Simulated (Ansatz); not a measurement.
Mg$_{3}$O

```cif
data_structure
_symmetry_space_group_name_H-M 'P 1'
_symmetry_Int_Tables_number 1
_cell_length_a 4.1207
_cell_length_b 4.1207
_cell_length_c 4.1207
_cell_angle_alpha 90.000
_cell_angle_beta 90.000
_cell_angle_gamma 90.000
_cell_volume 69.97
loop_
_atom_site_label
_atom_site_type_symbol
_atom_site_fract_x
_atom_site_fract_y
_atom_site_fract_z
_atom_site_occupancy
Mg1 Mg 0.00000 0.50000 0.50000 1
Mg2 Mg 0.50000 0.00000 0.50000 1
Mg3 Mg 0.50000 0.50000 0.00000 1
O1 O 0.00000 0.00000 0.00000 1
```

Space group Pm-3m; started from the Cu3Au (L1_2)_221 prototype, which need not be the ambient phase.

All numbers below come from DFT PBE, scalar-relativistic, plane waves, PAW (Ansatz).

Q: What will maps of the valence pseudo-density and electron localisation function show?

A: Mg–O (2.91 Å): the density is about 0.1 e/Å³ at the midpoint; the ELF is about 0.20 at the midpoint; no shared electron pair shows on this line.

Q: Does the calculation give a band gap?

A: It is metallic or semimetallic at this level of theory: no gap opens.

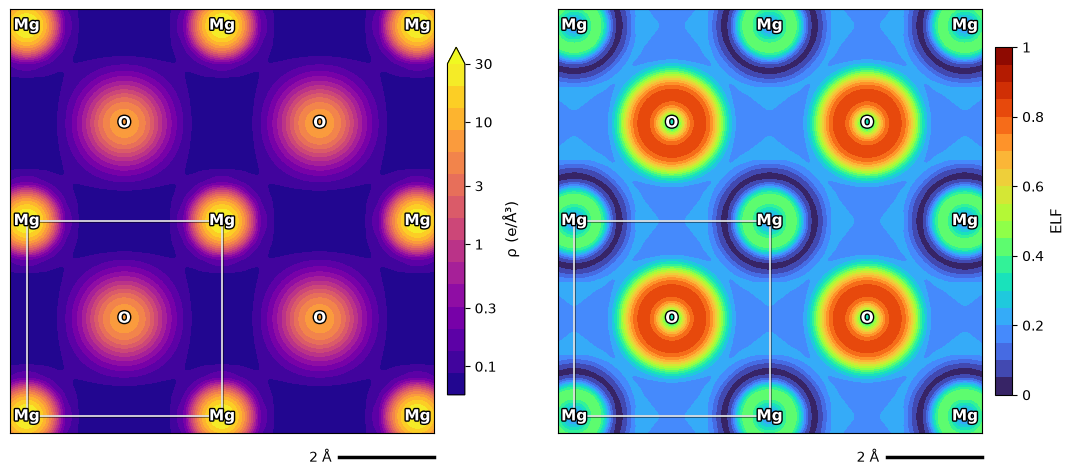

Computed valence pseudo-density and electron localisation function on the (100) plane of the conventional cell, in this order. 

In a PAW calculation such maps are meaningful between the atoms, not at the nuclei.
